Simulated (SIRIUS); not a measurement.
## Energy of Br along an even scaling of the cell

System: Br (4 atoms in the cell).
Method: Kohn-Sham DFT of a periodic cell, PBEsol, dojo-sr-pbesol-0.4.1-standard, no spin polarisation (SIRIUS 7.12.0).

The 7 runs differ only in the geometry, by an even scaling of the cell at fixed fractional positions. The structure derives from an entry of the Crystallography Open Database.

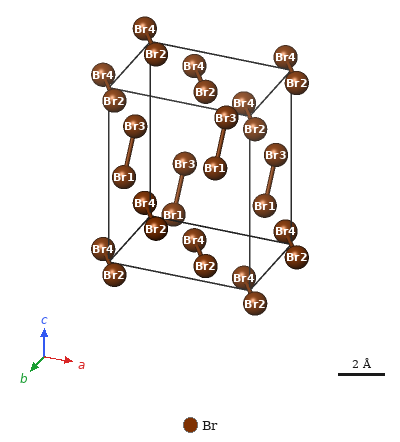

Figure 1. The structure of run 4 (ball-and-stick view of the cell 2 times as large as that of the calculation, set on its symmetry axes, seen at an oblique angle; atoms are numbered from 1 in the order of the input). An atom can appear more than once, as a periodic image.

### Input of run 4
```
{
  "control": {
    "processing_unit": "cpu",
    "verbosity": 2,
    "num_bands_to_print": 22,
    "print_forces": true,
    "print_stress": true
  },
  "parameters": {
    "electronic_structure_method": "pseudopotential",
    "xc_functionals": ["XC_GGA_X_PBE_SOL", "XC_GGA_C_PBE_SOL"],
    "gk_cutoff": 6.8,
    "pw_cutoff": 13.6,
    "ngridk": [7, 7, 3],
    "shiftk": [0, 0, 0],
    "smearing": "fermi_dirac",
    "smearing_width": 0.0018374661,
    "num_bands": 22,
    "num_mag_dims": 0,
    "num_dft_iter": 100,
    "energy_tol": 1e-08,
    "density_tol": 1e-06
  },
  "iterative_solver": {
    "type": "davidson",
    "min_tolerance": 1e-10
  },
  "mixer": {
    "type": "anderson",
    "beta": 0.7,
    "max_history": 8
  },
  "settings": {
    "tol_ne": 1e-10,
    "pseudo_grid_cutoff": 6.5
  },
  "unit_cell": {
    "lattice_vectors": [
      [6.355621388648, -4.38898341075, 0.0],
      [6.355621388648, 4.38898341075, 0.0],
      [0.0, 0.0, 16.444963654331]
    ],
    "atom_coordinate_units": "lattice",
    "atom_types": ["Br"],
    "atom_files": {
      "Br": "Br.json"
    },
    "atoms": {
      "Br": [
        [0.3651, 0.6349, 0.3901],
        [0.1349, 0.8651, 0.8901],
        [0.6349, 0.3651, 0.6099],
        [0.8651, 0.1349, 0.1099]
      ]
    }
  }
}
```

Command:
```bash
upf_to_json Br.upf
OMP_NUM_THREADS=1 sirius.scf --input=sirius.json --output=out.json --task=0
```

Run 5 differs from it as follows:
```diff
-      [6.355621388648, -4.38898341075, 0.0],
-      [6.355621388648, 4.38898341075, 0.0],
-      [0.0, 0.0, 16.444963654331]
+      [6.397712823126, -4.418050373164, 0.0],
+      [6.397712823126, 4.418050373164, 0.0],
+      [0.0, 0.0, 16.553873872331]
```

### Results, with one run withheld

| run | volume per atom (Å³) | free energy per atom, from the lowest run given (meV) | pressure (GPa) | gap on the mesh (eV) |
| --- | --- | --- | --- | --- |
| 1 | 31.949 | 13.10 | 2.06 | 2.00 |
| 2 | 32.629 | 5.90 | 1.32 | 1.93 |
| 3 | 33.308 | 1.64 | 0.67 | 1.87 |
| 4 | 33.988 | 0.00 | 0.09 | 1.81 |
| 5 | 34.668 | ? | ? | ? |
| 6 | 35.348 | 3.45 | −0.89 | 1.69 |
| 7 | 36.028 | 8.05 | −1.30 | 1.63 |

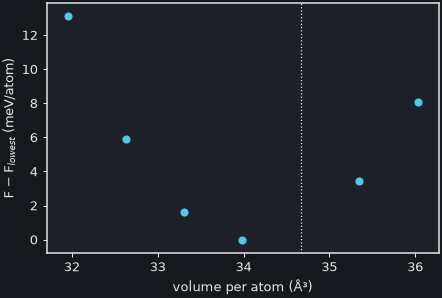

Figure 2. Free energy per atom of the runs given; the dotted line marks run 5.

What should run 5 give?

A cubic polynomial in V^(−2/3) (the Birch–Murnaghan form), fitted to the 6 runs given, misses them by under 0.01 meV per atom. With x = V^(−2/3) − 0.09561 Å⁻², it reads F = 0.17074 + 776.86 x + 7.1863e+05 x² + 3.3041e+06 x³ (meV per atom). At run 5 it gives 0.69 meV per atom, and the run itself gives 0.69. The slope of the fit gives a pressure −dF/dV of −0.42 GPa there, and the run prints −0.43 GPa. The fit has its minimum at 34.116 Å³ per atom, where V d²F/dV² gives 26.9 GPa. Cell shape and fractional positions are held, so this is the stiffness under even scaling; the relaxed bulk modulus wasn't computed and can be far lower in a crystal of layers, chains or molecules like this one. The gap on the mesh goes, without turning, from 2.00 eV in run 1 to 1.63 eV in run 7; run 5 has 1.74 eV. These are gaps of this functional on this mesh, which can miss the band edges; they aren't the measured gap.

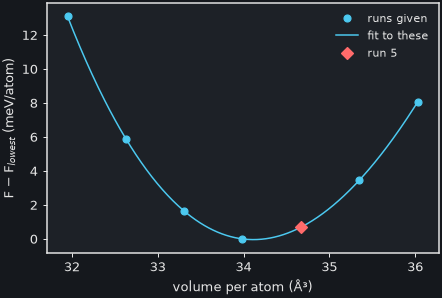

Figure 3. The fit and the withheld run.

### Some lines of the output (run 5)
```
[...]
[find] band gap (eV)                  :       1.74431880
[find] Efermi                         :       0.08041149
[find] Total energy                   :     -62.85258740 (Ha),    -125.70517479 (Ry)
[find] Free energy (E-TS)             :     -62.85258740 (Ha),    -125.70517480 (Ry)
[find] band gap (eV)                  :       1.74432935
[find] Efermi                         :       0.08041134
[find] Total energy                   :     -62.85258741 (Ha),    -125.70517482 (Ry)
[find] Free energy (E-TS)             :     -62.85258741 (Ha),    -125.70517482 (Ry)
[find] band gap (eV)                  :       1.74433229
[find] Efermi                         :       0.08041117
[find] band gap (eV)                  :       1.74434090
[find] Efermi                         :       0.08041099
[find] band gap (eV)                  :       1.74433628
[find] Efermi                         :       0.08041087
```
